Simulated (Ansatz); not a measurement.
# ZnO: single-point calculation (part 2 of 2)

ZnO (slab, 24 atoms in the cell); DFT PBE+D3(BJ), scalar-relativistic, plane waves, PAW, no spin polarisation (Ansatz 0.2.0); cutoff 420 eV, 3×3×1 k-mesh, Gaussian smearing of 0.05 eV. The structure derives from an entry of the Crystallography Open Database. It belongs to a series of runs on one base structure; here: the slab at its places in the relaxed adsorbed structure.

Geometry of the input (Å; fractional positions):
```
6.5095  0.0000  0.0000
0.0000  5.2564  0.0000
0.0000  0.0000  24.5769
Zn 0.5000  0.9984  0.3255
Zn 0.0000  0.9984  0.3255
O  0.5000  0.6195  0.3255
O  0.0000  0.6195  0.3255
Zn 0.7500  0.4984  0.3637
Zn 0.2500  0.4984  0.3637
O  0.7500  0.1195  0.3637
O  0.2500  0.1195  0.3637
Zn 0.7500  0.9984  0.4402
Zn 0.2500  0.9984  0.4402
O  0.7500  0.6195  0.4402
O  0.2500  0.6195  0.4402
Zn -0.0005  0.4998  0.4791
Zn 0.5006  0.4990  0.4771
O  0.0000  0.1211  0.4764
O  0.4999  0.1224  0.4756
Zn -0.0003  1.0049  0.5567
Zn 0.5007  1.0111  0.5551
O  -0.0000  0.6249  0.5570
O  0.5017  0.6320  0.5526
Zn 0.2556  0.4857  0.5868
Zn 0.7452  0.4950  0.5921
O  0.2502  0.1257  0.5877
O  0.7501  0.1364  0.5866
```

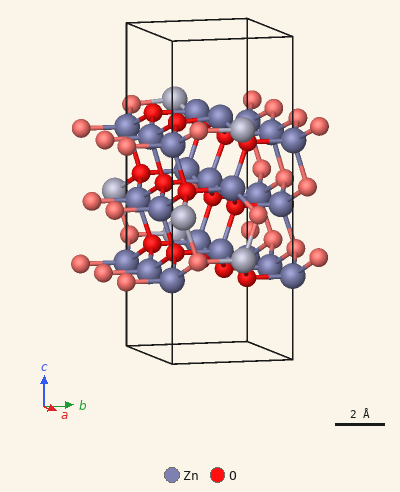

Fig. 1: The input geometry (ball-and-stick view of the cell of the calculation, with the vacuum cut short, seen slightly off an axis; neighbours outside the cell are drawn fainter). An atom can appear more than once, as a periodic image.

What the program printed, continued
```
  k-point 0: bands = ["-19.0561", "-18.7679", "-18.7092", "-18.4623", "-18.3959", "-18.1135", "-18.0711", "-18.0321", "-17.8502", "-17.7221", "-16.9614", "-16.7838", "-7.3097", "-7.2134", "-7.1660", "-7.0907", "-7.0577", "-7.0376", "-6.8797", "-6.8727", "-6.7396", "-6.7279", "-6.7000", "-6.6816", "-6.6411", "-6.6030", "-6.5787", "-6.5601", "-6.5388", "-6.5085", "-6.5050", "-6.4257", "-6.4015", "-6.3785", "-6.2912", "-6.2758", "-6.2347", "-6.2340", "-6.1704", "-6.1399", "-6.1336", "-6.1045", "-6.0495", "-6.0022", "-5.9872", "-5.9665", "-5.9290", "-5.8811", "-5.7789", "-5.7518", "-5.7291", "-5.6489", "-5.6228", "-5.5918", "-5.5533", "-5.5279", "-5.5076", "-5.4935", "-5.4641", "-5.4013", "-5.3747", "-5.3039", "-5.2954", "-5.2950", "-5.1873", "-5.1733", "-5.1639", "-5.1486", "-5.0926", "-4.9634", "-4.9468", "-4.9349", "-4.9215", "-4.8986", "-4.8485", "-4.7726", "-4.7467", "-4.5382", "-4.5376", "-4.2000", "-4.0267", "-4.0047", "-3.9232", "-3.7524", "-3.7066", "-3.6740", "-3.6597", "-3.2668", "-3.1789", "-3.1052", "-2.6228", "-2.6127", "-2.5613", "-2.4528", "-2.2074", "-1.9918", "-1.9547", "-1.8696", "-1.8022", "-1.7525", "-1.5879", "-1.4902", "-1.3927", "-1.2736", "-1.2610", "-1.0605", "-1.0346", "-0.6300", "-0.1738", "0.7410", "2.3229", "2.7704", "2.8411", "3.6914", "4.0775", "4.4857", "4.6641", "4.7370", "4.9329", "5.0712", "5.3530", "5.6219", "5.7370", "6.0277", "6.1752", "6.4912", "6.6300", "6.6704", "6.8298", "6.9385", "6.9968", "7.0662"]
  k-point 1: bands = ["-18.9773", "-18.7083", "-18.6897", "-18.4334", "-18.3593", "-18.2226", "-18.0887", "-18.0461", "-17.8917", "-17.7140", "-16.9839", "-16.7745", "-7.3898", "-7.2597", "-7.2354", "-7.2037", "-7.1802", "-7.1317", "-6.9232", "-6.8802", "-6.8779", "-6.8725", "-6.8495", "-6.8105", "-6.6974", "-6.6826", "-6.6684", "-6.6191", "-6.6052", "-6.5909", "-6.5099", "-6.4974", "-6.4554", "-6.3976", "-6.3715", "-6.3474", "-6.3283", "-6.3133", "-6.3076", "-6.2561", "-6.1884", "-6.1747", "-6.1358", "-6.0748", "-6.0342", "-6.0236", "-6.0097", "-5.9874", "-5.9543", "-5.8794", "-5.8198", "-5.7914", "-5.7670", "-5.6463", "-5.5519", "-5.5352", "-5.5134", "-5.4732", "-5.4211", "-5.3618", "-5.3495", "-5.3362", "-5.2325", "-5.2022", "-5.2000", "-5.1948", "-5.1596", "-5.1411", "-5.0979", "-4.9902", "-4.9157", "-4.9110", "-4.7798", "-4.7449", "-4.6193", "-4.5869", "-4.5362", "-4.3457", "-4.2450", "-4.2373", "-4.0171", "-3.8324", "-3.3566", "-3.2602", "-3.1848", "-2.9648", "-2.9275", "-2.8399", "-2.7668", "-2.7569", "-2.7313", "-2.4300", "-2.4141", "-2.3983", "-2.2091", "-2.1824", "-2.0773", "-1.9703", "-1.9425", "-1.8710", "-1.7495", "-1.7325", "-1.7175", "-1.3297", "-1.2631", "-1.2454", "-1.0542", "-0.7669", "1.0093", "1.3856", "2.7203", "2.9469", "3.0868", "3.6700", "4.0402", "4.3284", "4.4959", "4.5852", "4.7791", "4.9054", "5.0079", "5.3658", "5.4258", "5.5742", "5.7722", "6.0595", "6.0770", "6.2931", "6.6642", "6.7750", "6.9023", "7.1488"]
  k-point 2: bands = ["-18.9819", "-18.7911", "-18.6954", "-18.5439", "-18.3366", "-18.1937", "-18.0719", "-18.0053", "-17.8203", "-17.7559", "-16.9182", "-16.8291", "-7.2749", "-7.2331", "-7.1563", "-7.0349", "-6.9981", "-6.9365", "-6.9324", "-6.8810", "-6.8129", "-6.7580", "-6.7247", "-6.6976", "-6.6608", "-6.6289", "-6.6049", "-6.5289", "-6.5062", "-6.4967", "-6.4879", "-6.4542", "-6.4061", "-6.3198", "-6.2940", "-6.2768", "-6.2430", "-6.2411", "-6.2254", "-6.1788", "-6.1223", "-6.1103", "-6.0447", "-5.9684", "-5.9417", "-5.9185", "-5.8837", "-5.8772", "-5.8032", "-5.7473", "-5.6635", "-5.6474", "-5.6394", "-5.6234", "-5.5762", "-5.5394", "-5.4717", "-5.4315", "-5.4112", "-5.3626", "-5.3410", "-5.3143", "-5.2710", "-5.2342", "-5.2206", "-5.2134", "-5.1696", "-5.1299", "-5.1085", "-5.0532", "-5.0036", "-4.9748", "-4.9035", "-4.8890", "-4.8411", "-4.7650", "-4.7420", "-4.5753", "-4.4918", "-4.2141", "-4.1605", "-4.0165", "-3.7941", "-3.7218", "-3.5694", "-3.4783", "-3.3036", "-3.2376", "-3.1575", "-3.0522", "-2.9508", "-2.7419", "-2.6079", "-2.5202", "-2.1911", "-2.1245", "-2.0691", "-1.9589", "-1.8273", "-1.8072", "-1.6835", "-1.6109", "-1.5240", "-1.4792", "-1.3036", "-1.1858", "-1.1678", "-1.0187", "0.6920", "1.1228", "1.9389", "2.0820", "2.7266", "3.6362", "4.1440", "4.4982", "4.9870", "5.1628", "5.2527", "5.4299", "5.6401", "5.8660", "5.9396", "6.1764", "6.2986", "6.5323", "6.6286", "6.7638", "6.8435", "6.9443", "7.0025", "7.1064"]
  k-point 4: bands = ["-18.9185", "-18.7532", "-18.6416", "-18.5050", "-18.3037", "-18.1899", "-18.1563", "-18.0694", "-17.8492", "-17.7600", "-16.9330", "-16.8281", "-7.3031", "-7.2858", "-7.2348", "-7.1755", "-7.1409", "-7.0027", "-6.9875", "-6.9081", "-6.9038", "-6.8729", "-6.8387", "-6.8247", "-6.7899", "-6.6851", "-6.6833", "-6.6213", "-6.6039", "-6.5548", "-6.5364", "-6.4777", "-6.4612", "-6.4009", "-6.3951", "-6.3763", "-6.3585", "-6.3014", "-6.2895", "-6.2562", "-6.2164", "-6.1938", "-6.1771", "-6.1484", "-6.1118", "-6.0932", "-5.9852", "-5.9352", "-5.8911", "-5.8307", "-5.7776", "-5.7613", "-5.7234", "-5.6558", "-5.5312", "-5.5227", "-5.5174", "-5.4853", "-5.4562", "-5.4152", "-5.3612", "-5.3285", "-5.3094", "-5.2615", "-5.2432", "-5.1751", "-5.1694", "-5.1261", "-5.0626", "-5.0013", "-4.9697", "-4.9509", "-4.6419", "-4.5478", "-4.4628", "-4.3974", "-4.2170", "-4.1664", "-4.0914", "-4.0143", "-3.8715", "-3.7102", "-3.6058", "-3.5600", "-3.1164", "-3.0843", "-3.0500", "-2.9465", "-2.8459", "-2.8079", "-2.6231", "-2.5629", "-2.5265", "-2.4210", "-2.4092", "-2.2476", "-2.2100", "-2.0098", "-1.9391", "-1.9087", "-1.7736", "-1.7049", "-1.6886", "-1.6198", "-1.3919", "-1.2699", "-1.2027", "-1.0759", "1.3663", "1.6843", "2.2725", "2.4530", "3.1244", "3.8843", "4.2456", "4.5009", "4.7731", "5.0494", "5.1811", "5.2554", "5.3114", "5.4950", "5.6072", "5.8930", "6.0423", "6.0831", "6.2749", "6.4488", "6.5268", "6.7012", "6.8727", "7.0445"]
```

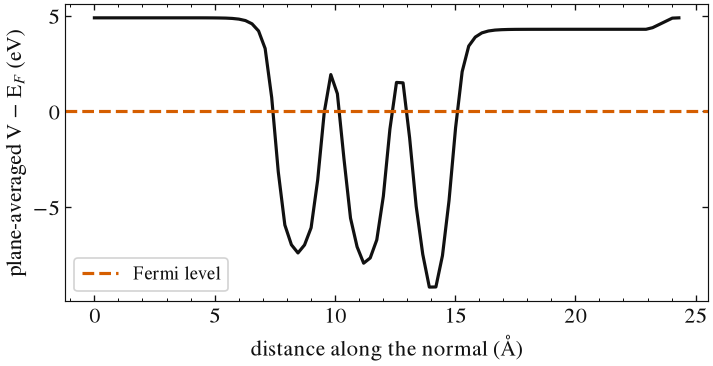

Fig. 2: Plane average of the electrostatic potential energy of an electron across the cell, from the Fermi level. The vacuum level lies 4.29 eV above the Fermi level on the upper side and 4.89 eV on the lower.

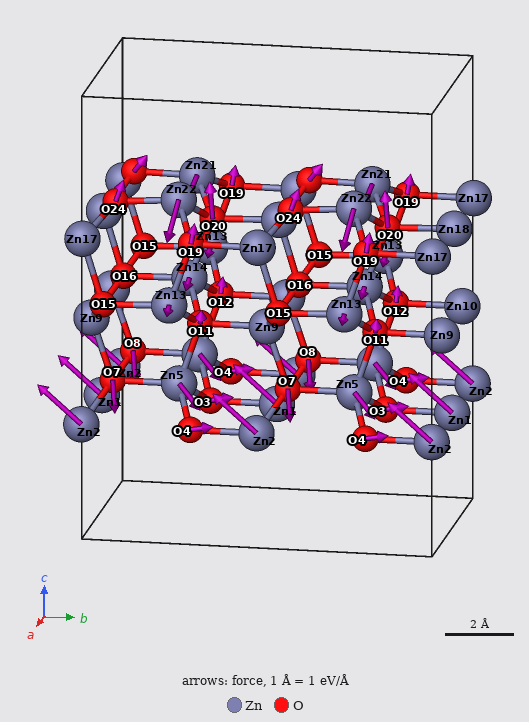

Fig. 3: Forces on the atoms as pink arrows (ball-and-stick view of the 1 × 2 repeat of the cell, with the vacuum cut short, seen slightly off an axis; atoms are numbered from 1 in the order of the input). The largest act on Zn1, Zn2 (1.76 eV/Å); Zn22 (1.36 eV/Å); O20 (1.17 eV/Å); O7, O8 (1.04 eV/Å), among others. The geometry is not a stationary point of this energy.

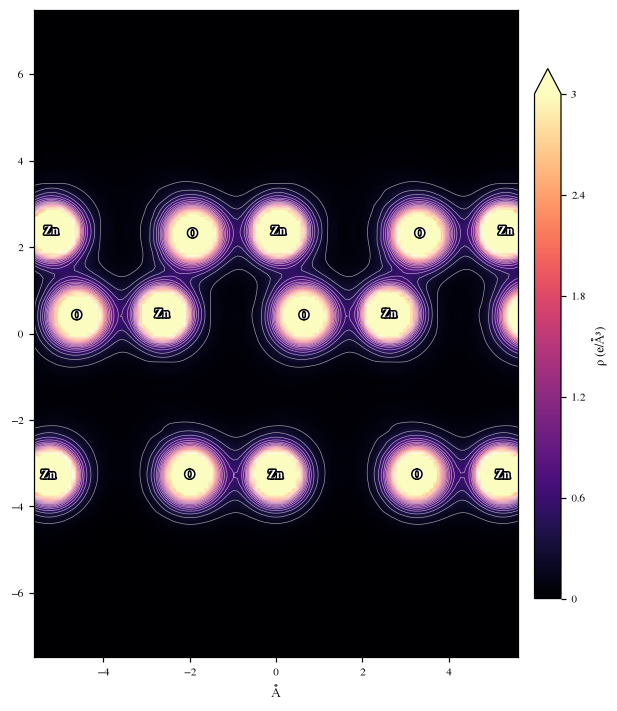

Fig. 4: Valence pseudo-density on the (100) plane of the calculation cell, a cut from vacuum to vacuum. The section cuts through Zn and O sites. Zn–O (1.98 Å): the density is about 0.59 e/Å³ at the midpoint. Zn–O (1.99 Å): ρ is about 0.61 e/Å³ halfway. Zn–O (2.04 Å): ρ at the midpoint is about 0.51 e/Å³. The density dies away to nearly zero in the vacuum. Core electrons are frozen (PAW), so the fields are smoothed inside the atomic spheres.
